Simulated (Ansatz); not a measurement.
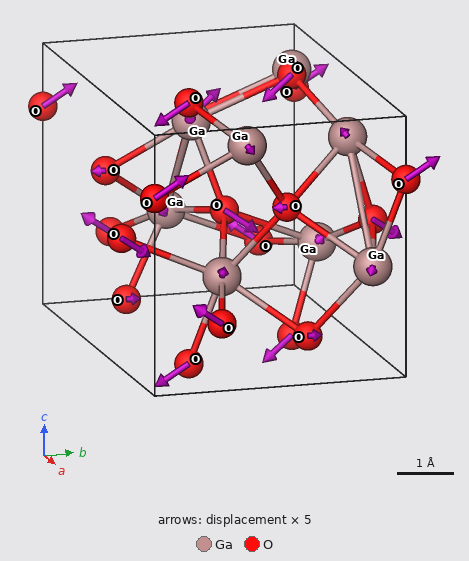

A relaxation of a crystal of Ga2O3 (set up in Pbcn). The starting structure is drawn; purple arrows show the displacements, magnified 5 times.

Style: ball-and-stick. Shown: the cell of the calculation (origin shifted), slightly off an axis.

The calculation used DFT, PBE, plane-wave PAW, default files, scalar-relativistic in Ansatz 0.2.0. Set-up: plane-wave cutoff 420 eV; k-point mesh 4 × 5 × 5; occupations fermi dirac; smearing width 0.01 eV; no spin polarisation; atoms relaxed in a fixed cell; force threshold 0.02 eV/Å; at most 60 steps.

**Describe the change and its energy.**

Over 4 geometry steps the energy falls by 3.702 eV per cell of the calculation. Largest force component: 3.9 eV/Å at the start, 0.013 eV/Å at the end. The largest moves, 0.15 Å, are those of O atoms. Largest moves by element: O 0.15 Å, Ga 0.05 Å. The lattice vectors keep their values. Some distances before and after: Ga–O 1.748 → 1.904 Å, Ga–O 1.995 → 1.857 Å, Ga–O 1.934 → 2.025 Å, Ga–Ga 2.567 → 2.649 Å. Bond angles that change, for instance: Ga–O–Ga 101.9° → 108.0°, Ga–O–Ga 114.6° → 108.6°, Ga–O–Ga 93.7° → 97.6°. The space group stays Pbcn (No. 60). Cost: 79 s on 4 threads of Arm Neoverse N1, with other jobs on the host, peak memory 0.91 GiB.
